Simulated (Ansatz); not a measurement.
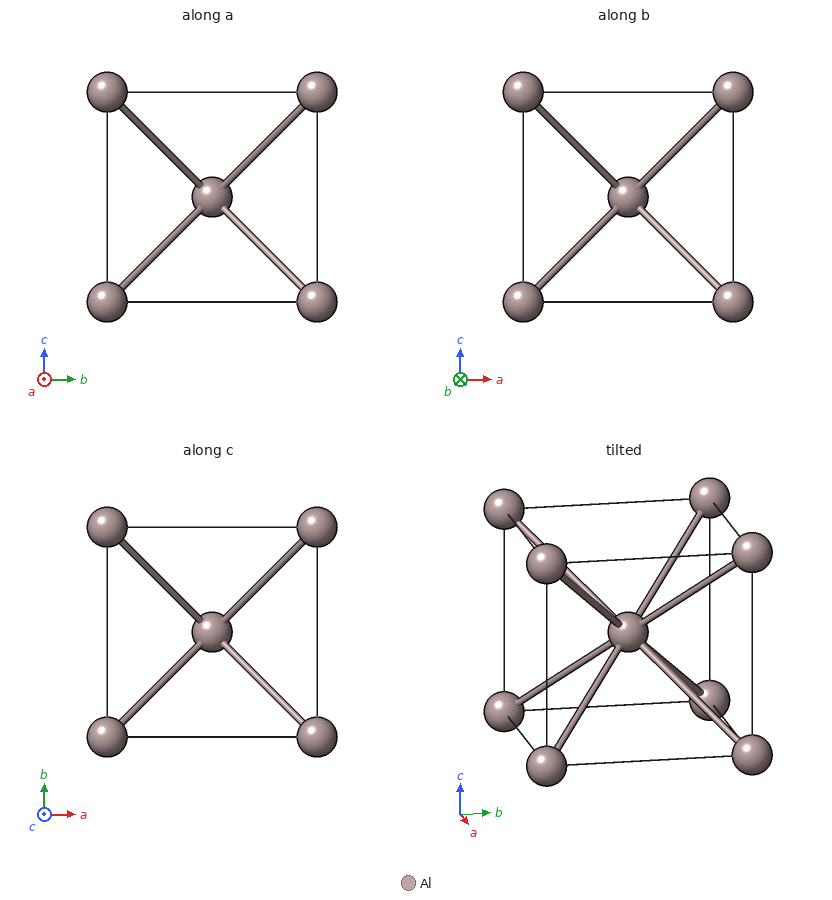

The figure gives a ball-and-stick picture of the atoms, viewed along the a axis, along the b axis, along the c axis and slightly off an axis. Atoms at the boundary of the conventional unit cell (the box) are drawn once for each face, edge or corner they touch.

Lattice parameters: a = 3.0573 Å, b = 3.0573 Å, c = 3.0573 Å, α = 90.000°, β = 90.000°, γ = 90.000°.

**Convert the drawing into a CIF with its space group and independent sites.**

```cif
data_structure
_symmetry_space_group_name_H-M 'I m -3 m'
_symmetry_Int_Tables_number 229
_cell_length_a 3.0573
_cell_length_b 3.0573
_cell_length_c 3.0573
_cell_angle_alpha 90.000
_cell_angle_beta 90.000
_cell_angle_gamma 90.000
_cell_volume 28.58
loop_
_atom_site_label
_atom_site_type_symbol
_atom_site_symmetry_multiplicity
_atom_site_Wyckoff_symbol
_atom_site_fract_x
_atom_site_fract_y
_atom_site_fract_z
_atom_site_occupancy
Al1 Al 2 a 0.0000 0.0000 0.0000 1
```

The structure comes from a structure type filled with this element by a generator (whether the element takes this form wasn't checked). Earlier steps of the study may have refined or changed the cell and positions. It was run through Ansatz as a DFT input.

At this level of theory the cell isn't at rest (compressed, at 12 GPa), so its distances can differ from those at equilibrium, the more so the softer the solid.
